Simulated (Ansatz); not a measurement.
## CuO: an electron-density study

Space group Cccm; the calculation finds a residual pressure of about 3 GPa at this fixed cell. Effective Hubbard U: 4.0 eV on Cu d. The cell comes from a database of computed structures, not from a measurement.

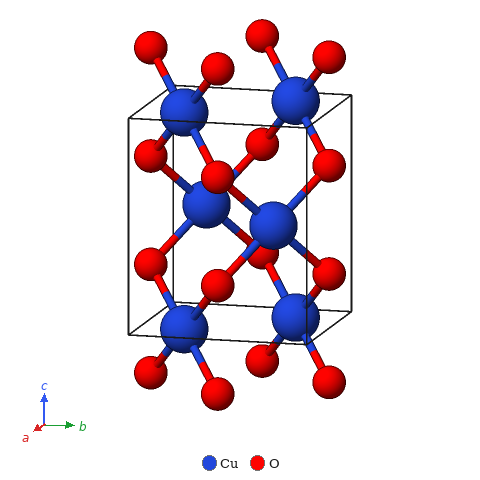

The conventional cell.

```xyz
8
Lattice="3.9819 0.0000 0.0000 0.0000 4.3071 0.0000 0.0000 0.0000 5.1559" Properties=species:S:1:pos:R:3 pbc="T T T"
Cu    0.9955    1.0768    2.5780
Cu    2.9865    3.2303    2.5780
Cu    0.9955    3.2303    0.0000
Cu    2.9865    1.0768    0.0000
O     0.0000    2.1536    3.8669
O     1.9910    0.0000    3.8669
O     0.0000    2.1536    1.2890
O     1.9910    0.0000    1.2890
```

Level of theory: DFT PBE+U, scalar-relativistic, plane waves, PAW in Ansatz 0.2.0.

Core electrons are frozen (PAW), so the maps are meaningful between the atoms, not at the nuclei.

### 1. Bonding charge

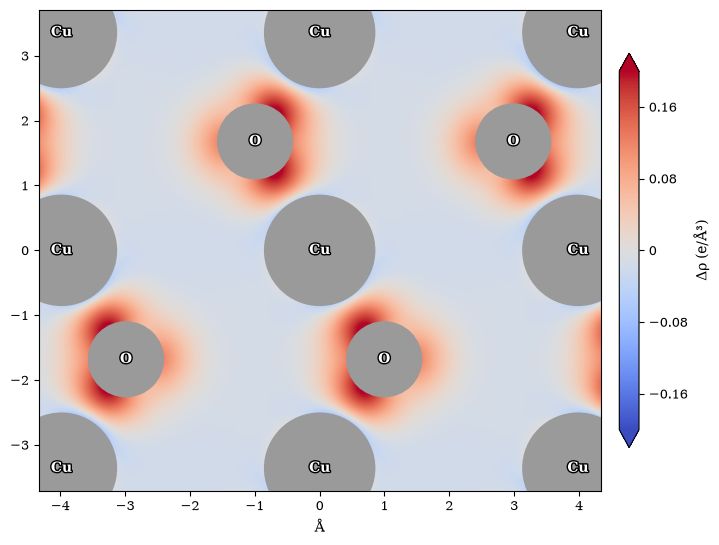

Deformation density (self-consistent density less superposed neutral spherical atoms): a map on the (011) plane of the conventional cell, with grey discs over the atomic cores. Cores are masked to 0.9 Å (Cu) and 0.6 Å (O).

**Where does charge go when the atoms form this crystal?**

Cu–O (1.95 Å): Δρ is +0.06 e/Å³ at the midpoint (close to a masked core, so read it with care). Cu–Cu (2.93 Å): Δρ is −0.006 e/Å³ at the midpoint (this contact isn't in the plane drawn). Over the whole cell, outside the masked cores, the largest gain lies at the edge of the masked core of O, and the largest loss lies at the edge of the masked core of Cu. In all about 0.20 e an atom is rearranged against the free atoms. Bader charges: Cu +0.93 and O −0.93 e.

### 2. States by energy

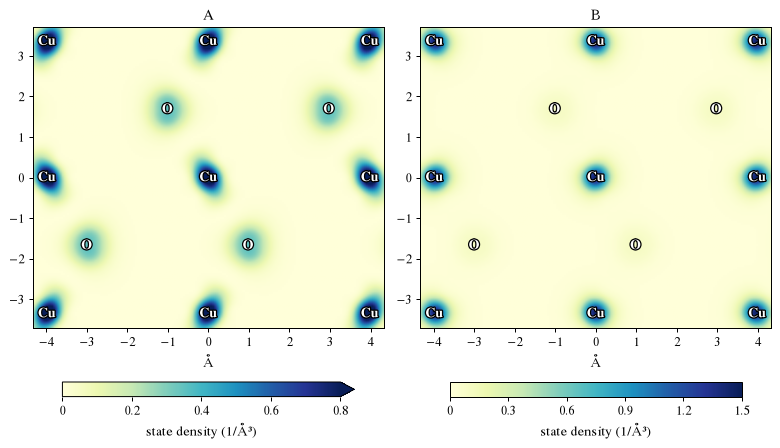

CuO: densities of the states in two energy windows, on the (011) plane of the conventional cell.

**The windows, about the Fermi level, are −5.5 to −2.7 eV and 0.0 to +1.2 eV. Which panel shows which?**

Panel A: 0.0 to +1.2 eV, the empty states just over the Fermi level, mainly O 2p (55 %) and Cu 3d (40 %).
Panel B: −5.5 to −2.7 eV, the middle third of the occupied valence band, mainly Cu 3d (75 %) and O 2p (20 %).
The characters are Löwdin shares on a minimal set of atomic orbitals.

### 3. Moving an atom

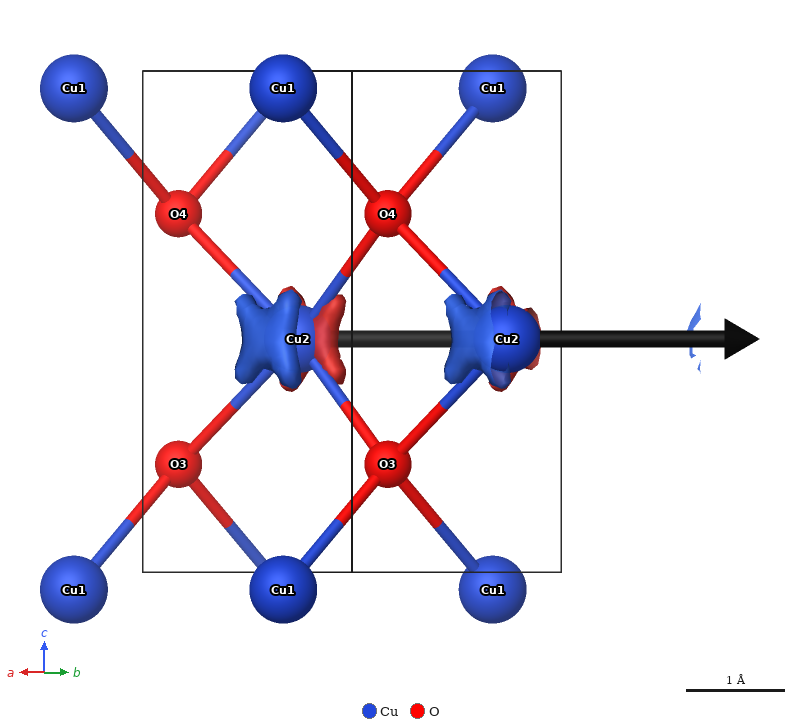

Cu2 was moved by 0.15 Å along [−1 1 0] in the axes of the cell drawn (arrow, not to scale). Change of the density less the rigid motion of the neutral atom's own density: blue surfaces at +0.1 and red ones at −0.1 e/Å³, in the cell of the calculation (origin moved) seen along [110].

**Describe the electronic response.**

About 0.11 e is rearranged in the cell. Outside the cores the largest gain lies at the edge of the masked core of Cu, and the largest loss lies there too, on other sides.

**What restoring force does the calculation give for this move?**

The force on it changes by 1.47 eV/Å along the move, against it: a stiffness of about 9.8 eV/Å² for this sublattice shift.

### 4. Change of volume

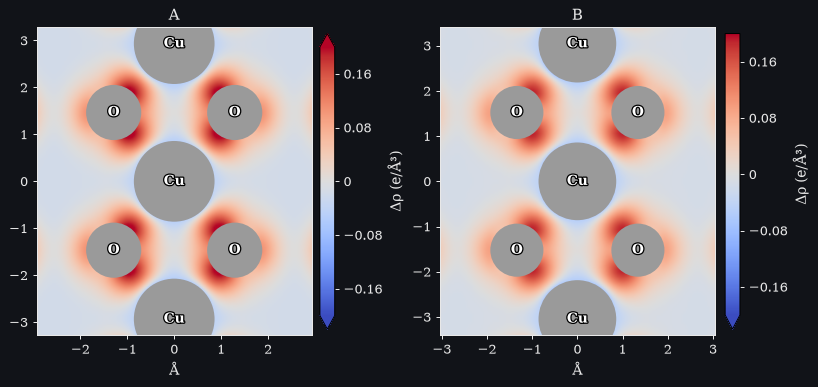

CuO: deformation density on the (11̄0) plane of the conventional cell at two volumes, with the same fractional coordinates and one colour scale. Grey discs cover the cores.

**Which panel is the larger cell, by how much, and what changes?**

B is the larger cell: B has 112 % of the volume of A. The pressure is 3 GPa in A and −10 GPa in B. Bader charges in A: Cu +0.93 and O −0.93 e; in B: Cu +0.92 and O −0.92 e. The rearranged charge is 0.20 e an atom in A and 0.20 e in B.

### 5. Putting it together

Charge passes from Cu (Pauling electronegativity 1.90) to O (3.44), the direction that the scale predicts; the Bader charges fall short of whole formal charges, as they usually do. The two pressures give a mean stiffness −ΔP/Δln V of about 122 GPa over this range, with the atoms held at their fractional positions.
